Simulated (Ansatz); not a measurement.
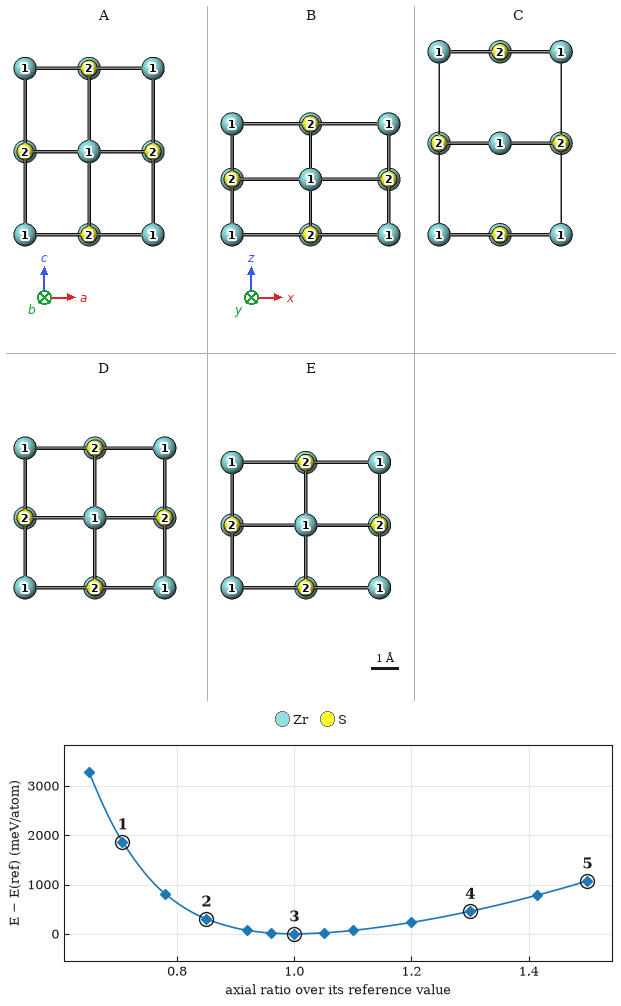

Energy scan for a crystal of ZrS (Fm-3m), in which the ratio of the cell's length along z to its lengths across, counted as 1 for the reference, is changed at fixed volume (a tetragonal or Bain path), with the atoms kept at their fractional coordinates. x, y and z are the Cartesian axes of the input. The frames are shuffled; the numbered points of the plot belong to them. The picture is a ball-and-stick view of the conventional cell (4 times the calculation's cell), seen along the b axis. Lengths and directions refer to the drawn axes.

Computed with Ansatz, DFT PBEsol, scalar-relativistic, plane waves, PAW. Set-up: plane-wave cutoff 420 eV; k-point mesh 18 × 18 × 18; occupations gaussian; smearing width 0.15 eV; no spin polarisation. Energies (free energies at the smearing named) are counted from the cell as listed in its source, which wasn't relaxed.

Which frame belongs to which numbered point?

Answer. Point 1 is frame B (the relative ratio 0.707, 1864 meV/atom); 2 is frame E (the relative ratio 0.85, 303 meV/atom); 3 is frame D (the relative ratio 1.00, 0 meV/atom); 4 is frame A (the relative ratio 1.30, 457 meV/atom); 5 is frame C (the relative ratio 1.50, 1072 meV/atom). The lowest computed point lies at the relative ratio 1.00 (0 meV/atom). At the ends of the scan the energy is 3275 meV/atom (0.65) and 1072 meV/atom (1.50). The unrelaxed reference is under a pressure of −6.4 GPa. The distortion takes the space group from Fm-3m to I4/mmm. At the relative ratio 1.50 the cell of the drawing goes a 5.250 → 4.586 Å, b 5.250 → 4.586 Å, c 5.250 → 6.879 Å.
